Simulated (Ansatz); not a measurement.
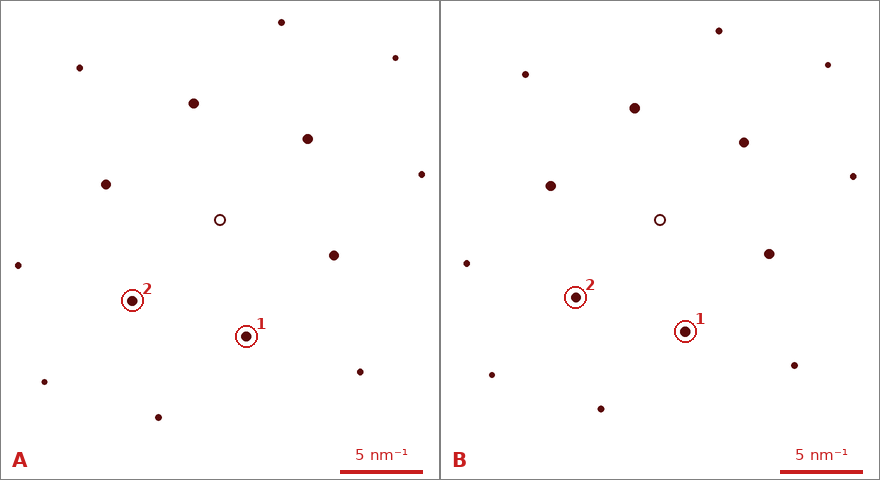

Kinematic electron diffraction patterns (300 kV, B = 0.5 Å², same scale) along [111] of the run's own cell, for the start and the end of one relaxation of TiCo with DFT r2SCAN, scalar-relativistic, plane waves, PAW in Ansatz. k mesh 18×18×18. The start is a generated model structure, and the relaxation ends in the nearest stationary point of its symmetry, not necessarily the ground state. Spot 1 is -1 0 1 and spot 2 is 0 -1 1 in both.

Start structure:

```
CELL_PARAMETERS angstrom
1.92973 1.92973 3.85945
1.92973 3.85945 1.92973
3.85945 1.92973 1.92973
ATOMIC_POSITIONS crystal
Co 0.00000 0.00000 0.00000
Ti 0.50000 0.50000 0.50000
```

Q: Which pattern belongs to the start structure, and which to the relaxed one?

A: A is the start: its cell gives d(1) = 1.365 Å, d(2) = 1.365 Å and an angle of 60.0°. B is the relaxed structure, with d(1) = 1.425 Å (+4.4 %), d(2) = 1.425 Å (+4.4 %) and 60.0°.

Q: Summarise the relaxation behind the change.

A: The volume changed by -5.4 % to 13.60 Å³ an atom; the fractional coordinates hardly changed; the space group stayed R-3m (No. 166); the free energy fell by 88 meV an atom. Relaxed cell: a = 4.203 Å, b = 4.203 Å, c = 4.203 Å, α = 39.62°, β = 39.62°, γ = 39.62°.
